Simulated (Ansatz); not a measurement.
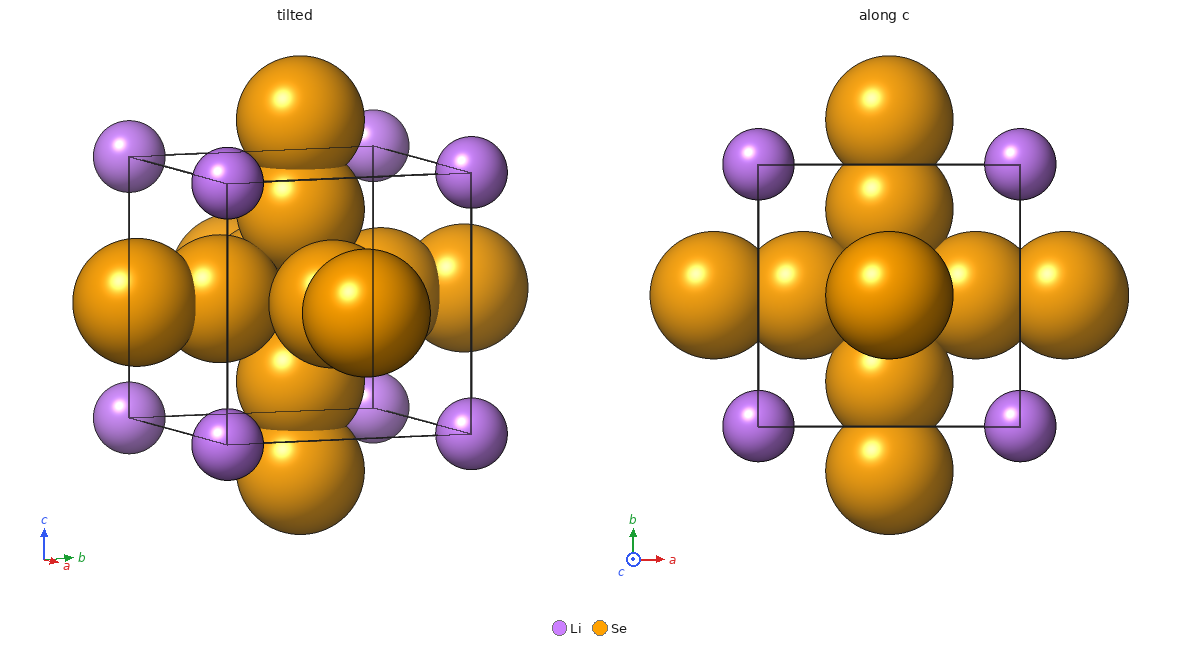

We look at a space-filling model of the crystal slightly off an axis and along the c axis. Atoms at the boundary of the conventional unit cell (the box) are drawn once for each face, edge or corner they touch. Finite groups of bonded atoms are drawn whole. Cell: a = 6.73 Å, b = 6.73 Å, c = 6.73 Å, α = 90.00°, β = 90.00°, γ = 90.00°.

Its origin is a structure type filled with these elements by a generator (whether the compound takes this form wasn't checked). Earlier steps of the study may have refined or changed the cell and positions. Ansatz was used for an electronic-structure calculation on it.

Q: Give a description of the structure.

A: Formula: LiSe6. Space group Pm-3m (No. 221), lattice primitive cubic. Atoms per cell: 7 (1 Li, 6 Se). The Se atoms are each bonded to one Se at about 2.3 Å.

All computed values are from DFT PBE, scalar-relativistic, plane waves, PAW in Ansatz 0.2.0. Settings: a basis cut at 420 eV, k-grid 6×6×6, Gaussian smearing of 0.1 eV, no spin polarisation.

Q: What does the calculation say: metal or gapped?

A: A metal: bands cross the Fermi level.

Q: What net charge does each kind of atom have (Bader)?

A: Li +0.98 e; Se -0.16 e.

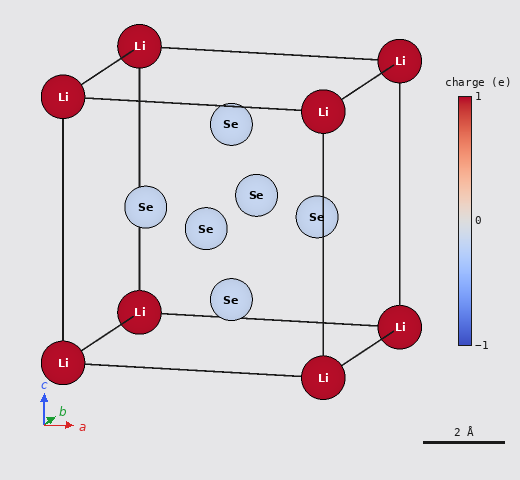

The atoms coloured by those charges. The run's cell of 7 atoms is drawn.

Q: Is this the relaxed geometry?

A: Yes. All forces vanish to within 0.01 eV/Å. The pressure is 0.0 GPa, close to zero.
